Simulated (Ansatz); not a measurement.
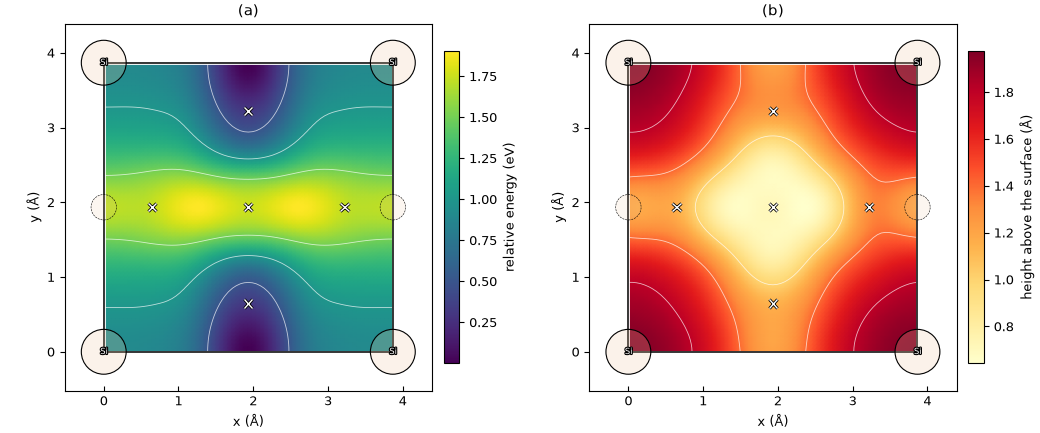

S on a Si(100) slab cut from the Fd-3m phase, its upper half relaxed before the scan (4 atoms of substrate and one adsorbate in a 1 × 1 cell). S is moved over the surface cell; relaxed at each place: the height of the adsorbate's atoms; substrate rigid; the origin of the map has the adsorbate above Si4. Places are given modulo a cell vector. The map is drawn in real space over the plane of the surface. The grid has 6 × 6 points; 13 points were computed and 18 follow by symmetry. At 5 points there is no value. All energies are given in eV relative to the lowest grid point. With one adsorbate in each 1 × 1 cell, its nearest image is 3.9 Å away, so neighbouring adsorbates interact. Computed with DFT PBE, scalar-relativistic, plane waves, PAW (Ansatz 0.2.0). Settings: cutoff 420 eV, k-mesh 7×7×1, gaussian smearing 0.05 eV, spin-polarised.

Panel (a) is the energy; panel (b) is the computed height above the surface, in Å.

Drawn: a smooth colour map with a few white contour lines, crosses at grid points without a value, labelled circles for the atoms of the top layer and small ones for the second layer, the outline of one cell of the plane. Between grid points the surface is interpolated.

**How does the height above the surface vary over the map, and what is it at the lowest grid point?**

It runs from 0.71 Å at (2/6, 3/6) of the cell vectors [nearest 3 Si at 2.43 Å] to 1.98 Å at the top site over a surface Si atom, (0/6, 0/6) of the cell vectors. At the lowest grid point, a bridge site between two Si atoms, (3/6, 0/6) of the cell vectors, it is 1.21 Å.

```tsv
second ↓, first →	0/6	1/6	2/6	3/6	4/6	5/6
5/6	1.88	1.77	1.43	–	1.43	1.77
4/6	1.60	1.49	1.09	0.75	1.09	1.49
3/6	1.19	–	0.71	–	0.71	–
2/6	1.60	1.49	1.09	0.75	1.09	1.49
1/6	1.88	1.77	1.43	–	1.43	1.77
0/6	1.98	1.87	1.55	1.21	1.55	1.87
```

PAW datasets: the set soft_1.
